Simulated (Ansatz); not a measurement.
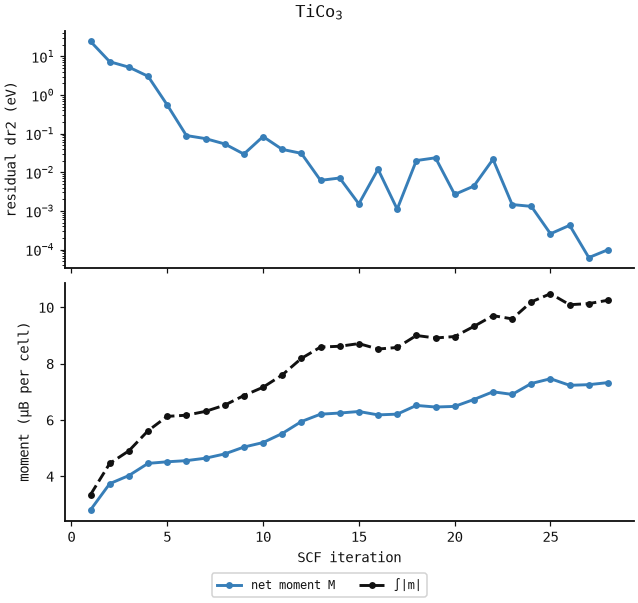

The plot shows the SCF iterations of a calculation: density residual dr2, magnetic moments. dr2 is the charge part; the magnetisation has a residual of its own.

TiCo3 (P4mm, 12 atoms in the cell); DFT PBEsol, scalar-relativistic, plane waves, PAW in Ansatz 0.2.0; cutoff 420 eV, 13×13×5 k-mesh, Gaussian smearing of 0.15 eV, collinear spins.

Was self-consistency reached?

Answer. It was still iterating, at step 28, when the time limit ended it. The residual comes down slowly and unevenly, and has reached only 10⁻⁴ when the run stops.

Read the residual at the first and at the last step drawn.

Answer. It starts near 20 and ends near 10⁻⁴ eV.

What happens to the magnetisation?

Answer. The net moment doesn't settle. Over the last points it still swings between 6.9 and 7.5 μB per cell.
